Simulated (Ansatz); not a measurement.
The structure in question:

```
CELL_PARAMETERS angstrom
4.80860 2.77625 -4.37491
0.00000 -5.55249 -4.37491
-4.80860 2.77625 -4.37491
ATOMIC_POSITIONS crystal
Al 0.00000 0.00000 0.00000
Al 0.50000 0.99979 0.49997
Al 0.49983 0.49995 0.00029
Al 0.99980 0.50002 0.50022
Al 0.79564 0.79567 0.79608
Al 0.29560 0.79560 0.29604
Al 0.29593 0.29566 0.79570
Al 0.79591 0.29577 0.29577
Al 0.50011 0.49997 0.50006
Al 0.00033 0.49991 0.00008
Al 0.99973 0.00003 0.50020
Al 0.49980 0.99984 0.00029
Al 0.29566 0.29569 0.29608
Al 0.79560 0.29584 0.79603
Al 0.79588 0.79582 0.29571
Al 0.29585 0.79577 0.79575
O 0.74481 0.39798 0.55128
O 0.24488 0.39786 0.05138
O 0.24459 0.89793 0.55122
O 0.74472 0.89786 0.05110
O 0.74476 0.55094 0.89817
O 0.24472 0.55095 0.39813
O 0.24488 0.05105 0.89815
O 0.74484 0.05111 0.39808
O 0.55089 0.74485 0.39818
O 0.05099 0.74486 0.89816
O 0.05093 0.24484 0.39805
O 0.55093 0.24468 0.89816
O 0.39794 0.55094 0.74502
O 0.89791 0.55102 0.24493
O 0.89789 0.05109 0.74501
O 0.39791 0.05085 0.24511
O 0.89779 0.74482 0.55127
O 0.39782 0.74476 0.05123
O 0.39789 0.24475 0.55114
O 0.89798 0.24470 0.05112
O 0.55090 0.89786 0.74491
O 0.05085 0.89795 0.24498
O 0.05112 0.39796 0.74507
O 0.55104 0.39790 0.24504
```

Q: What would you see if this were drawn?

A: It has the composition Al2O3. Within 0.01 Å the space group is R-3c (No. 167), rhombohedral (trigonal R): corundum. The cell holds 40 atoms (16 Al, 24 O), Z = 8. Al is linked to six O in a distorted octahedral arrangement at 1.87 to 1.99 Å. O is coordinated by four Al at 1.87 to 1.99 Å. The bonds build a three-dimensional framework.

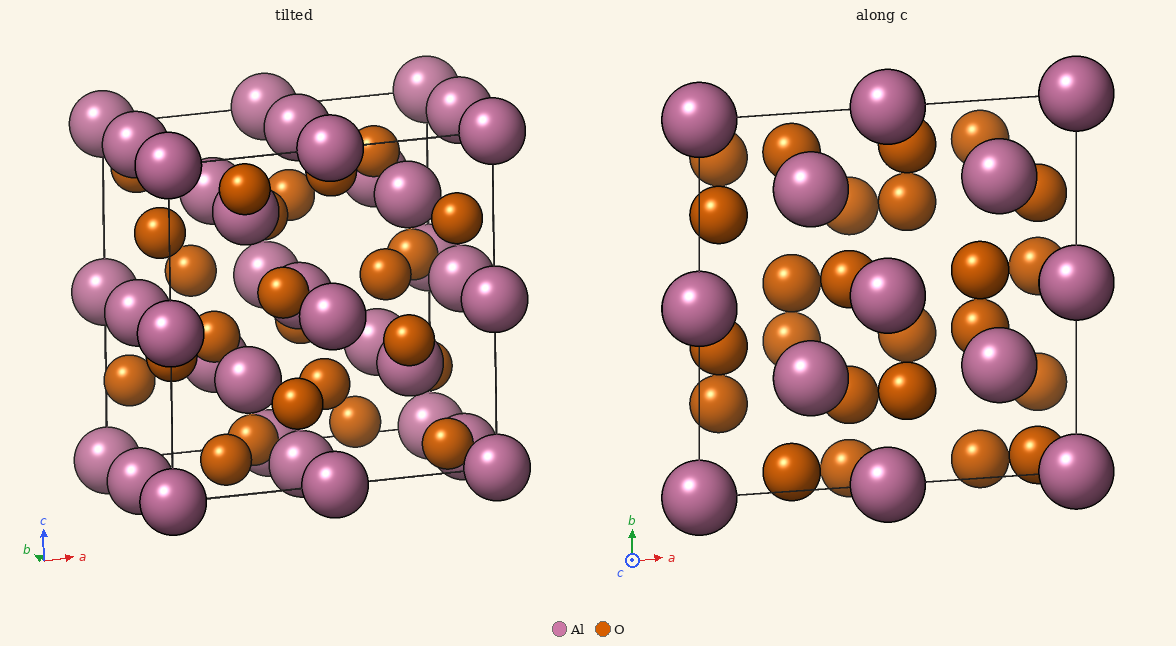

We look at a spheres-only model of the crystal slightly off an axis and along the c axis. One unit cell is framed, with atoms on its boundary repeated. Colours: aluminium pink, oxygen orange.

Starting structure: a structure listed in the Materials Project. The atoms were relaxed in a fixed cell with Ansatz, DFT PBE, scalar-relativistic, plane waves, PAW.
